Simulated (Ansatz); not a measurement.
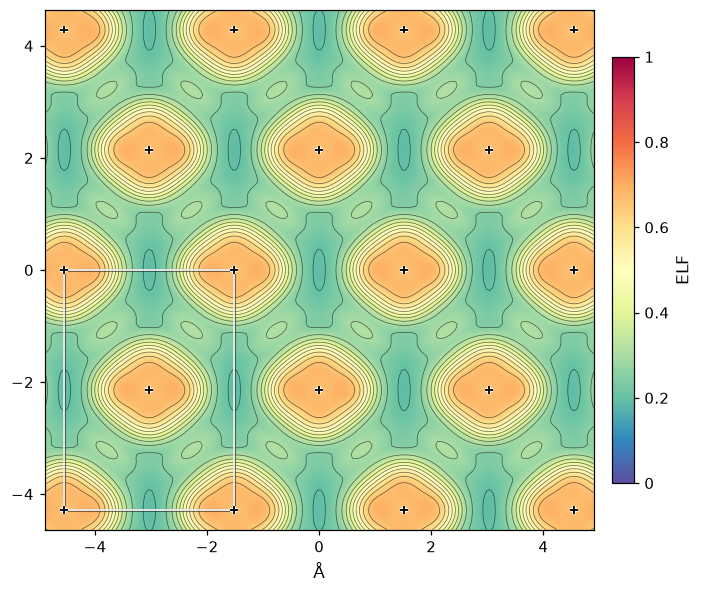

The electron localisation function on a plane through atoms (crosses mark nuclei in the plane).

Theory: DFT, PBE, plane waves (420 eV) with PAW, scalar-relativistic in Ansatz 0.2.0.

Candidates:
A. V, a = 2.54 Å, b = 2.54 Å, c = 4.56 Å, α = 90.00°, β = 90.00°, γ = 120.00°. Space group P6₃/mmc; set up as V, hcp; a generated structure, not necessarily the stable one; changed on purpose from its base cell (volume × 0.92); computed pressure about 17 GPa in this cell; the program warned that a starting moment wasn't kept; spin-polarised, but the moments vanished.
B. Pt, a = 3.03 Å, b = 3.03 Å, c = 3.03 Å, α = 90.00°, β = 90.00°, γ = 90.00°. Space group Im-3m; set up as Pt, bcc; a generated structure, not necessarily the stable one; changed on purpose from its base cell (volume × 0.88); computed pressure about 43 GPa in this cell; the program warned that a starting moment wasn't kept; spin-polarised, but the moments vanished.

Which candidate gave the map?

Candidate B: Pt on the (11̄0) plane of the conventional cell, which holds Pt. Pt–Pt (2.63 Å): the ELF is about 0.30 at the midpoint; no shared electron pair shows on this line.
